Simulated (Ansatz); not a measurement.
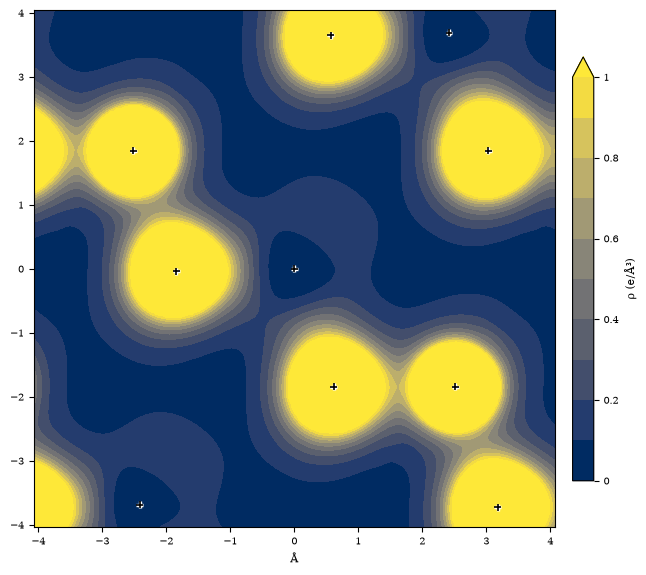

The valence electron density on a plane through atoms (crosses mark nuclei in the plane).

Theory: DFT PBEsol, scalar-relativistic, plane waves, PAW in Ansatz.

Candidates:
A. MgO, a = 4.27 Å, b = 4.27 Å, c = 4.27 Å, α = 90.00°, β = 90.00°, γ = 90.00°. Space group Fm-3m; computed pressure about −6 GPa in this cell.
B. Ta, a = 3.40 Å, b = 3.40 Å, c = 3.12 Å, α = 90.00°, β = 90.00°, γ = 90.00°. Space group I4/mmm; computed pressure about −3 GPa in this cell; computed without spin polarisation.
C. Al3GaN4, a = 6.00 Å, b = 6.47 Å, c = 4.41 Å, α = 90.00°, β = 90.00°, γ = 90.00°. Space group Cmm2; a structure from a database of computed crystals, not necessarily the ambient phase; changed on purpose from its base cell (strain +0.0750 x Voigt [0, 0, 0, 0, 1, 0], atoms carried along); not relaxed (largest force 0.7 eV/Å).

Question: Which system is this?

Answer: Candidate C: Al3GaN4 on the (111) plane of the conventional cell, which holds Al, Ga and N. Al–N (1.85 Å): ρ is about 0.74 e/Å³ halfway. Ga–N (1.90 Å): ρ at the midpoint is about 0.81 e/Å³.
